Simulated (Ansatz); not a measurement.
# Geometry relaxation, with input and output: AlN (part 3 of 4)

The same run, continued: AlN (10 atoms in the cell); DFT PBE, scalar-relativistic, plane waves, PAW, spin-polarised (Ansatz 0.2.0); cutoff 420 eV, 1×1×1 k-mesh, Gaussian smearing of 0.05 eV, collinear spins. The structure derives from an entry of the Crystallography Open Database. It belongs to a series of runs on one base structure; here: cluster of 10 atoms cut as a sphere about point 0.22 0.01 0.23, atoms shaken.

Geometry of the input (Å; fractional positions):
```
11.6000  0.0000  0.0000
0.0000  12.4000  0.0000
0.0000  0.0000  12.2000
Al 0.3619  0.4257  0.4222
Al 0.6419  0.4298  0.4231
Al 0.4958  0.6495  0.4182
Al 0.5059  0.3533  0.6307
Al 0.3687  0.5745  0.6241
N  0.3643  0.4297  0.5735
N  0.6310  0.4328  0.5743
N  0.5018  0.6480  0.5840
N  0.5009  0.3492  0.3671
N  0.3611  0.5706  0.3745
```

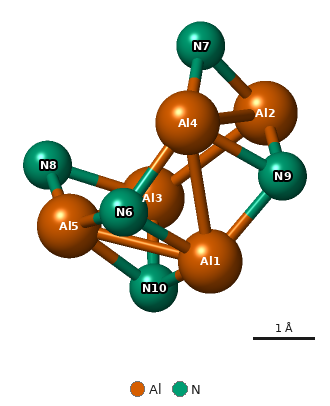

The geometry at step 9 of the log (ball-and-stick view of the molecule without its box, seen at a tilt; atoms are numbered from 1 in the order of the input).

```
WARN: The output density's exchange-correlation potential varies sharply where the density is thin. Do not read a vacuum level from v_tot or v_xc, or from such a field of the output density. On a cell that repeats whose density bears no net charge and no dipole along the vacuum's axis use v_es (v_loc + v_h of the components); under efield.dipole_correction with no amplitude use v_es + v_field, which holds any external_charges[].barrier, or the levels of the report's work_function block, which leave it out; under a non-zero efield.amplitude the vacuum is tilted and has no level; on a cell that repeats and bears such a dipole with no correction it is tilted too, and efield.dipole_correction with no amplitude gives each side of its ramp a level where efield: is served; in a cell that repeats whose density bears a net charge (total_charge, or a fill off its count) it is curved and has none; of a slab under crystal.periodic whose density bears no net charge use v_es, which has a level on each side, short of where the two are joined; of another it falls or rises all the way out and has none; of a slab beside external_charges read slab_vacuum_level instead, which it has where they leave it neutral. The grid or the basis barely resolves most such structure, and the values can differ between equally converged runs; as a rule a tighter scf.convergence.dr2_threshold does not remove it. Where the density itself ripples (under the LDA too) a higher basis.ecutwfc lessens it. The files hold the spikes' plane waves up to the density's cutoff. Files: v_tot_of_output_density and the like, and their columns of v_z.tsv (output.write_potential); v_xc_of_output_density and the like, and their columns of v_comp_z.tsv (output.write_potential_components). Measured: with its Gaussian average of σ = 0.25 Å subtracted twice, the exchange-correlation potential is over 0.1 eV at 9010 of the grid points where the equally averaged density (valence and model cores) is under 1e-3 e/Å³, and 3.92 eV at the most among them, at an averaged density of 2.1e-6 e/Å³. The input density's (outcome.potential() and, of a run that writes arrays, v_tot and v_xc) is over 0.1 eV, so measured, at 9029 points of its own thin density, 3.88 eV at the most. See output.write_potential in the manual, Limitations
SCF converged after 12 iterations
Magnetization: 2.0000 μB (21.0000 up, 19.0000 down)
Absolute magnetization: 2.2751 μB (∫|ρ↑−ρ↓|, with the PAW one-centre terms)
Spin contamination: 0.0143 ħ² per cell (⟨S²⟩ above its minimum at these occupations)
Per-site moments (μB) at R_I (Å): [(0.013442425463606755, 0.7503947362131288), (0.0008058175323133092, 0.7615741397860344), (0.0006573846708204202, 0.7630337416864064), (-0.0005348463489424378, 0.7506905838020197), (-0.0006823178598697966, 0.751620778918928), (0.02077309732961681, 0.7549799428968317), (0.5393737101008101, 0.7506905838020197), (0.5403974132399326, 0.751620778918928), (0.12226449103877068, 0.7506633328791827), (0.11855480283353853, 0.7503947362131288)]
Free energy (F): -4600.923345 eV
Harris-Foulkes:  -4600.923345 eV  (|F-HF|=9.57e-10)
Internal energy: -4600.923345 eV  (E = F + TS)
E sigma→0 (E₀):  -4600.923345 eV
Fermi energy:    -4.324443 eV
--- Per-component energies (eV) ---
  E_band       = -378.359147
  E_kinetic    = 755.143579
  E_local      = -5906.983941  (includes V_loc(G=0)·N_el)
  E_nonlocal   = 283.545111
  E_hartree    = 2558.959396
  E_xc         = -491.506631
  E_vxc        = -515.323930  (∫ρ·V_xc dr)
  E_paw        = -2972.338318  (= ΣΔE_a)
  E_vpaw       = -112.659307  (= ΣTr[D̂ρ^β])
  E_aug_tail   = 0.000448  (compensation charges beyond the density's cutoff)
  E_ewald      = 1172.257012
  E_smearing   = -0.000000  (= −TS)
  E_closure    = 0.000000  (closes the sum)
  Σ components = -4600.923345   (vs F -4600.923345, Δ=0.00e0)
--- Forces (eV/Å), atoms counted from 1 ---
  atom   1  Al    -0.00426856     0.00422881    -0.00531430
  atom   2  Al    -0.00846092     0.00488183    -0.00564109
  atom   3  Al     0.00326558     0.00532489     0.00754973
  atom   4  Al     0.00692787    -0.00473569    -0.00560702
  atom   5  Al    -0.00053690     0.00508270     0.00148033
  atom   6  N     -0.00507447     0.00443097     0.00598013
  atom   7  N      0.00616265     0.00023184     0.00502872
  atom   8  N     -0.00268146    -0.01450109    -0.00936712
  atom   9  N      0.00542709     0.00267517     0.00309025
  atom  10  N     -0.00077435    -0.00760331     0.00277544
  max |Σ_I F_I| component: 2.49e-5 eV/Å
--- Band table (eV) ---
  k-point 0 ↑: bands = ["-19.1623", "-18.4770", "-17.7402", "-17.1810", "-17.1065", "-9.1093", "-9.0622", "-8.6733", "-8.1538", "-8.0672", "-7.4657", "-7.0820", "-6.3207", "-6.2619", "-6.0324", "-5.7625", "-5.6516", "-5.2123", "-5.1120", "-5.0217", "-4.9165", "-2.8091", "-2.4581", "-1.7401", "-1.5466", "-1.4760", "-0.3323", "0.2837", "0.5222", "0.7172", "0.7598", "1.0858"]
  k-point 0 ↓: bands = ["-18.9370", "-17.9991", "-17.4192", "-16.4751", "-16.3346", "-9.0144", "-8.9491", "-8.4424", "-7.9080", "-7.4335", "-7.1710", "-6.7636", "-6.0414", "-6.0214", "-5.8203", "-5.5608", "-5.0637", "-4.8350", "-4.5973", "-4.0516", "-3.5588", "-2.7599", "-2.2928", "-1.5472", "-1.4680", "-1.4584", "-0.2232", "0.3143", "0.5540", "0.7664", "0.8145", "1.1690"]
--- Relaxed structure (16 steps of the walk, 14 accepted, 0 SCFs on fresh bases) ---
  F+E_penalty+E_count = -4600.92334525 eV   max|allowed force component| = 1.450e-2 eV/Å
  atoms:
    - { symbol: Al, position: [0.3757139895381116, 0.4328187924417309, 0.43016552902165706] }
    - { symbol: Al, position: [0.6252460265428288, 0.44671490625836163, 0.42976655097442334] }
    - { symbol: Al, position: [0.5095471878452017, 0.6306313083551466, 0.4312413539248851] }
    - { symbol: Al, position: [0.5020581840667939, 0.35768969345226675, 0.5733667200390098] }
    - { symbol: Al, position: [0.3678903418415685, 0.5712562965866309, 0.574787462876912] }
    - { symbol: N, position: [0.36188755932594113, 0.42418444432246855, 0.586625373123258] }
    - { symbol: N, position: [0.6547361015256402, 0.3909021661270409, 0.5672324198815365] }
    - { symbol: N, position: [0.4721444409398981, 0.68104367595669, 0.5694398736512352] }
    - { symbol: N, position: [0.503867171859921, 0.3497295154794641, 0.4137328375935168] }
    - { symbol: N, position: [0.360257586614095, 0.5780780501201999, 0.415333169913566] }
--- Löwdin populations: 10 sites ---
  site symbol       q [e]    m [muB]
     0     Al      1.8409     0.0825
     1     Al      2.2135    -0.0261
     2     Al      2.2104    -0.0255
     3     Al      1.8816    -0.0467
     4     Al      1.8839    -0.0466
     5      N      6.0131     0.0325
     6      N      5.7208     0.8412
     7      N      5.7191     0.8427
     8      N      5.9610     0.1706
     9      N      5.9629     0.1653
  spilling = 0.014822 (of n_electrons = 40.000000)
```

File populations.tsv
```
# site	symbol	l	j	q_up	q_dn
# orbitals = lowdin
# n_electrons = 40.000000
# spilling = 0.014822
0	Al	0_3S	-	0.332369	0.308878
0	Al	1_3P	-	0.629333	0.570283
1	Al	0_3S	-	0.459696	0.467433
1	Al	1_3P	-	0.633975	0.652365
2	Al	0_3S	-	0.459303	0.467136
2	Al	1_3P	-	0.633147	0.650849
3	Al	0_3S	-	0.338198	0.352896
3	Al	1_3P	-	0.579242	0.611240
4	Al	0_3S	-	0.338252	0.352986
4	Al	1_3P	-	0.580386	0.612255
5	N	0_2S	-	0.754540	0.754677
5	N	1_2P	-	2.268221	2.235625
6	N	0_2S	-	0.814374	0.793153
6	N	1_2P	-	2.466640	1.646655
7	N	0_2S	-	0.815224	0.794218
7	N	1_2P	-	2.465656	1.643993
8	N	0_2S	-	0.774549	0.764426
8	N	1_2P	-	2.291258	2.130755
9	N	0_2S	-	0.774071	0.763689
9	N	1_2P	-	2.290061	2.135112
```

Trajectory as extended XYZ (Å, eV, eV/Å), 16 frames, from step=1 to step=16
```
10
Lattice="11.6000 0.0000 0.0000 0.0000 12.4000 0.0000 0.0000 0.0000 12.2000" Properties=species:S:1:pos:R:3:forces:R:3 step=1 energy=-4596.49174
Al    4.1979    5.2790    5.1509    2.5632   1.1250  -0.0936
Al    7.4459    5.3289    5.1622   -2.5698  -0.6516   0.8944
Al    5.7513    8.0540    5.1017   -1.5671  -1.7408   1.9321
Al    5.8688    4.3813    7.6948   -0.2957   2.2493  -2.1166
Al    4.2771    7.1239    7.6145    1.4303  -1.1086  -2.1860
N     4.2264    5.3285    6.9967    0.1827  -0.4545   1.5840
N     7.3194    5.3667    7.0066   -0.4120  -0.9721  -0.3868
N     5.8206    8.0349    7.1242   -0.6795   0.1147  -1.5178
N     5.8105    4.3297    4.4786    0.1483   1.5911   1.0412
N     4.1889    7.0750    4.5685    1.2002  -0.1525   0.8487
10
Lattice="11.6000 0.0000 0.0000 0.0000 12.4000 0.0000 0.0000 0.0000 12.2000" Properties=species:S:1:pos:R:3:forces:R:3 step=2 energy=-4598.44411
Al    4.3284    5.3256    5.2097    1.2893   0.5988  -0.4793
Al    7.2894    5.3946    5.1947   -1.5934  -0.4220   0.2597
Al    5.7415    7.9415    5.1795   -0.8316  -1.0189   1.1227
Al    5.8391    4.4740    7.5834   -0.3548   1.4489  -1.4221
Al    4.3390    7.0764    7.4360    0.8424  -0.7283  -1.5550
N     4.1409    5.2533    7.0508    0.5883  -0.1963   1.1455
N     7.3656    5.3429    7.0188   -0.4822  -0.6867  -0.1264
N     5.8520    8.0629    7.0937   -0.5599  -0.0186  -0.9381
N     5.8154    4.3543    4.5066    0.2157   1.2281   1.0326
N     4.1956    7.0765    4.6254    0.8847  -0.2040   0.9611
10
Lattice="11.6000 0.0000 0.0000 0.0000 12.4000 0.0000 0.0000 0.0000 12.2000" Properties=species:S:1:pos:R:3:forces:R:3 step=3 energy=-4599.40245
Al    4.3990    5.3508    5.2302   -0.1026  -0.2323  -0.2746
Al    7.1744    5.4252    5.2096    0.3172   0.4395   0.2059
Al    5.7461    7.8516    5.2451    0.6020   0.1039  -0.1938
Al    5.8033    4.5562    7.4632    0.0749   0.1433  -0.5123
Al    4.3855    7.0266    7.2535   -0.0301  -0.0820  -0.8564
N     4.1524    5.2131    7.0981   -0.2050   0.0313   0.3533
N     7.3593    5.2982    7.0093    0.1793  -0.3152  -0.0029
N     5.8294    8.0889    7.0459   -0.1603   0.2343   0.2683
N     5.8263    4.4233    4.5983   -0.2493  -0.3109   0.2476
N     4.2311    7.0678    4.7456   -0.4267  -0.0117   0.7645
10
Lattice="11.6000 0.0000 0.0000 0.0000 12.4000 0.0000 0.0000 0.0000 12.2000" Properties=species:S:1:pos:R:3:forces:R:3 step=4 energy=-4600.00735
Al    4.3728    5.3242    5.2252   -0.3438  -0.2320  -0.2967
Al    7.1674    5.4942    5.2421    0.7790   0.7112  -0.0904
Al    5.7995    7.8166    5.2392    0.9655   0.3644  -0.8841
Al    5.7995    4.5533    7.3371    0.0599  -0.0418  -0.4139
Al    4.3659    7.0402    7.0659   -0.6298  -0.0439  -0.6906
N     4.1353    5.2082    7.1074   -0.0140   0.0857   0.2178
N     7.4323    5.1963    7.0166   -0.1304  -0.2649  -0.0345
N     5.8029    8.1545    7.0225    0.0233   0.1559   0.5853
N     5.8473    4.4223    4.7042   -0.2887  -0.5709   0.4612
N     4.1840    7.0920    4.9385   -0.4223  -0.1618   1.1450
10
Lattice="11.6000 0.0000 0.0000 0.0000 12.4000 0.0000 0.0000 0.0000 12.2000" Properties=species:S:1:pos:R:3:forces:R:3 step=5 energy=-4600.56786
Al    4.3255    5.2934    5.2448   -0.1416  -0.0474  -0.3758
Al    7.1831    5.6293    5.2353    0.3134  -0.2599  -0.2222
Al    5.8904    7.8234    5.2066   -0.1545   0.2251   0.0339
Al    5.7873    4.5125    7.1736   -0.0602  -0.0207  -0.8455
Al    4.3154    7.0519    6.9601   -0.0872   0.0818   0.0738
N     4.1074    5.2097    7.1476    0.2351   0.2027  -0.1260
N     7.4649    5.1119    6.9658   -0.0533   0.0019   0.0471
N     5.7721    8.1956    7.0312   -0.0043   0.0823   0.1271
N     5.8673    4.3776    4.8980   -0.0230  -0.0657   1.0299
N     4.1935    7.0964    5.0357   -0.0222  -0.1987   0.2613
10
Lattice="11.6000 0.0000 0.0000 0.0000 12.4000 0.0000 0.0000 0.0000 12.2000" Properties=species:S:1:pos:R:3:forces:R:3 step=6 energy=-4600.80357
Al    4.2977    5.2888    5.2257   -0.0729   0.0304  -0.0854
Al    7.2227    5.6340    5.2016    0.0688  -0.3195  -0.0553
Al    5.9020    7.8352    5.2181   -0.3208   0.0208   0.2175
Al    5.7825    4.4965    7.0247   -0.2193  -0.1366   0.0454
Al    4.2953    7.0632    6.9367    0.0789  -0.1263   0.7373
N     4.1138    5.2275    7.1315    0.0697   0.1062  -0.0186
N     7.4747    5.1031    6.9422    0.2774   0.2028   0.0400
N     5.7539    8.2234    7.0536   -0.0188   0.0355  -0.1025
N     5.8710    4.3356    5.0851    0.0009   0.0689  -0.0153
N     4.1931    7.0945    5.0793    0.1369   0.1169  -0.7602
10
Lattice="11.6000 0.0000 0.0000 0.0000 12.4000 0.0000 0.0000 0.0000 12.2000" Properties=species:S:1:pos:R:3:forces:R:3 step=7 energy=-4600.59728 accepted=F
Al    4.2714    5.3055    5.2480    0.1897   0.2337  -0.0660
Al    7.2382    5.5070    5.1889    0.2637   0.2061  -0.0483
Al    5.9214    7.7983    5.2823    0.2363  -0.1703   0.0578
Al    5.8074    4.4058    6.9522    0.6141   0.1887   0.4881
Al    4.2231    7.0903    6.9571    0.6120   0.2636   0.1183
N     4.2733    5.3100    7.1663   -1.2098  -0.7688  -0.2334
N     7.4740    5.2046    7.0028   -0.4410  -0.2716  -0.7365
N     5.6675    8.2512    7.0806   -0.2180   0.1245  -0.3477
N     5.8052    4.3251    5.0083    0.2444  -0.0456   0.4864
N     4.2255    7.1040    5.0121   -0.2918   0.2388   0.2811
10
Lattice="11.6000 0.0000 0.0000 0.0000 12.4000 0.0000 0.0000 0.0000 12.2000" Properties=species:S:1:pos:R:3:forces:R:3 step=8 energy=-4600.85579
Al    4.2968    5.3098    5.2226    0.0048   0.1749  -0.0295
Al    7.2491    5.5586    5.1627    0.0597   0.0315  -0.0701
Al    5.9108    7.8043    5.2595    0.0059  -0.0984   0.0371
Al    5.7893    4.4793    7.0160    0.0958   0.0766   0.0967
Al    4.2813    7.0614    6.9763    0.2055  -0.0579  -0.0179
N     4.1295    5.2338    7.1260   -0.0673  -0.0168   0.0372
N     7.4790    5.1646    6.9387   -0.1928  -0.0682  -0.0527
N     5.7104    8.2523    7.0619   -0.1013   0.0837   0.0508
N     5.8525    4.3218    5.0859    0.0511  -0.0399  -0.0128
N     4.2082    7.1159    5.0491   -0.0614  -0.0856  -0.0389
10
Lattice="11.6000 0.0000 0.0000 0.0000 12.4000 0.0000 0.0000 0.0000 12.2000" Properties=species:S:1:pos:R:3:forces:R:3 step=9 energy=-4600.87282
Al    4.3016    5.3197    5.2215    0.1192   0.0075   0.0528
Al    7.2647    5.5182    5.1260   -0.0046   0.0210   0.0658
Al    5.9340    7.7746    5.2986    0.0567   0.0048   0.0493
Al    5.7928    4.4835    7.0184    0.0623  -0.0463   0.0022
Al    4.2884    7.0569    6.9890    0.0994   0.0302  -0.0737
N     4.1345    5.2344    7.1315   -0.0947  -0.0230  -0.0019
N     7.4679    5.1732    6.9171   -0.0646  -0.0206  -0.1175
N     5.6512    8.3204    7.0753   -0.1449  -0.0481  -0.1572
N     5.8464    4.3049    5.0793   -0.0215  -0.0017   0.0283
N     4.2253    7.1159    5.0420   -0.0070   0.0762   0.1516
10
Lattice="11.6000 0.0000 0.0000 0.0000 12.4000 0.0000 0.0000 0.0000 12.2000" Properties=species:S:1:pos:R:3:forces:R:3 step=10 energy=-4600.87974
Al    4.3184    5.3348    5.2295    0.1492  -0.0926   0.0627
Al    7.2740    5.4770    5.1001   -0.0559   0.0487   0.1380
Al    5.9651    7.7543    5.3427    0.1014   0.1751   0.0218
Al    5.7996    4.4620    7.0148    0.0465  -0.0526  -0.0558
Al    4.2929    7.0572    7.0021   -0.0270   0.1214   0.0034
N     4.1510    5.2354    7.1429   -0.0890   0.0117  -0.0455
N     7.4692    5.1436    6.8888    0.0282   0.0027  -0.0685
N     5.5480    8.4229    7.0588   -0.0585  -0.2380  -0.2488
N     5.8368    4.2862    5.0695   -0.0765  -0.0177  -0.0030
N     4.2517    7.1284    5.0495   -0.0180   0.0410   0.1959
10
Lattice="11.6000 0.0000 0.0000 0.0000 12.4000 0.0000 0.0000 0.0000 12.2000" Properties=species:S:1:pos:R:3:forces:R:3 step=11 energy=-4600.89075
Al    4.3239    5.3315    5.2313    0.0560  -0.0066   0.0420
Al    7.2635    5.5000    5.1209   -0.0343   0.0192   0.0808
Al    5.9564    7.7756    5.3191    0.0272   0.0617   0.0498
Al    5.7972    4.4556    7.0157    0.0255  -0.0079  -0.0397
Al    4.2969    7.0576    6.9986    0.0076   0.0354   0.0263
N     4.1468    5.2336    7.1408   -0.0151  -0.0040  -0.0226
N     7.4727    5.1256    6.8971    0.0231  -0.0223  -0.0292
N     5.5653    8.4046    7.0470   -0.0585  -0.0918  -0.1569
N     5.8410    4.2897    5.0689   -0.0312  -0.0286  -0.0057
N     4.2432    7.1279    5.0592    0.0002   0.0442   0.0549
10
Lattice="11.6000 0.0000 0.0000 0.0000 12.4000 0.0000 0.0000 0.0000 12.2000" Properties=species:S:1:pos:R:3:forces:R:3 step=12 energy=-4600.90990
Al    4.3437    5.3627    5.2392    0.0476   0.0389   0.0344
Al    7.2633    5.5330    5.2166   -0.0457   0.0452   0.0396
Al    5.9196    7.7895    5.2582   -0.0037   0.0752   0.0308
Al    5.8134    4.4495    6.9938    0.0526   0.0268   0.0426
Al    4.2810    7.0671    7.0180    0.0321   0.0746  -0.0239
N     4.1705    5.2428    7.1454    0.0293   0.0092   0.0074
N     7.5607    4.9506    6.9371   -0.0484  -0.1346  -0.0855
N     5.5324    8.4008    6.9636   -0.0983  -0.0309  -0.0127
N     5.8467    4.3359    5.0502    0.0025  -0.0280  -0.0010
N     4.1756    7.1698    5.0764    0.0321  -0.0762  -0.0313
10
Lattice="11.6000 0.0000 0.0000 0.0000 12.4000 0.0000 0.0000 0.0000 12.2000" Properties=species:S:1:pos:R:3:forces:R:3 step=13 energy=-4600.90813 accepted=F
Al    4.3720    5.3752    5.2538   -0.1646   0.0496  -0.1262
Al    7.2422    5.5647    5.2818    0.1342  -0.1787   0.0117
Al    5.9013    7.8364    5.2324   -0.1265  -0.0002   0.0653
Al    5.8283    4.4360    6.9915    0.0099  -0.1314   0.0606
Al    4.2660    7.0859    7.0173   -0.0481  -0.0009  -0.0122
N     4.1987    5.2604    7.1606    0.1159   0.0254   0.0040
N     7.6258    4.7718    6.9284   -0.0947   0.1844  -0.0862
N     5.4642    8.4414    6.9146    0.1088   0.0317   0.0829
N     5.8519    4.3476    5.0428   -0.0104   0.1476   0.0763
N     4.1563    7.1823    5.0754    0.0761  -0.1274  -0.0754
10
Lattice="11.6000 0.0000 0.0000 0.0000 12.4000 0.0000 0.0000 0.0000 12.2000" Properties=species:S:1:pos:R:3:forces:R:3 step=14 energy=-4600.91972
Al    4.3497    5.3663    5.2486    0.1168  -0.1194   0.0410
Al    7.2546    5.5321    5.2372   -0.0249   0.1004  -0.1126
Al    5.9134    7.8207    5.2719    0.0860  -0.0350  -0.0705
Al    5.8290    4.4351    6.9959   -0.1863   0.0071   0.0102
Al    4.2651    7.0853    7.0019   -0.0208  -0.0750   0.1312
N     4.2007    5.2587    7.1598   -0.0315   0.0683  -0.0423
N     7.5863    4.8619    6.9139    0.1305  -0.0251   0.0793
N     5.4777    8.4443    6.9562   -0.0096   0.0469   0.0101
N     5.8414    4.3346    5.0509    0.0000  -0.0261  -0.0407
N     4.1889    7.1629    5.0623   -0.0602   0.0578  -0.0058
10
Lattice="11.6000 0.0000 0.0000 0.0000 12.4000 0.0000 0.0000 0.0000 12.2000" Properties=species:S:1:pos:R:3:forces:R:3 step=15 energy=-4600.92301
Al    4.3578    5.3651    5.2500    0.0006   0.0106  -0.0191
Al    7.2533    5.5388    5.2391   -0.0052  -0.0065   0.0036
Al    5.9156    7.8172    5.2667   -0.0335   0.0138   0.0084
Al    5.8232    4.4347    6.9950    0.0172   0.0064  -0.0008
Al    4.2654    7.0849    7.0119    0.0148   0.0182  -0.0139
N     4.1980    5.2621    7.1588    0.0052  -0.0325   0.0019
N     7.5930    4.8473    6.9152    0.0131   0.0030   0.0213
N     5.4711    8.4509    6.9482    0.0059  -0.0190  -0.0067
N     5.8455    4.3358    5.0471   -0.0213  -0.0100   0.0048
N     4.1840    7.1649    5.0667    0.0024   0.0160   0.0012
10
Lattice="11.6000 0.0000 0.0000 0.0000 12.4000 0.0000 0.0000 0.0000 12.2000" Properties=species:S:1:pos:R:3:forces:R:3 step=16 energy=-4600.92335
Al    4.3583    5.3670    5.2480   -0.0043   0.0042  -0.0053
Al    7.2529    5.5393    5.2432   -0.0085   0.0049  -0.0056
Al    5.9107    7.8198    5.2611    0.0033   0.0053   0.0076
Al    5.8239    4.4354    6.9951    0.0069  -0.0047  -0.0056
Al    4.2675    7.0836    7.0124   -0.0005   0.0051   0.0015
N     4.1979    5.2599    7.1568   -0.0051   0.0044   0.0060
N     7.5949    4.8472    6.9202    0.0062   0.0002   0.0050
N     5.4769    8.4449    6.9472   -0.0027  -0.0145  -0.0094
N     5.8449    4.3366    5.0475    0.0054   0.0027   0.0031
N     4.1790    7.1682    5.0671   -0.0008  -0.0076   0.0028
```
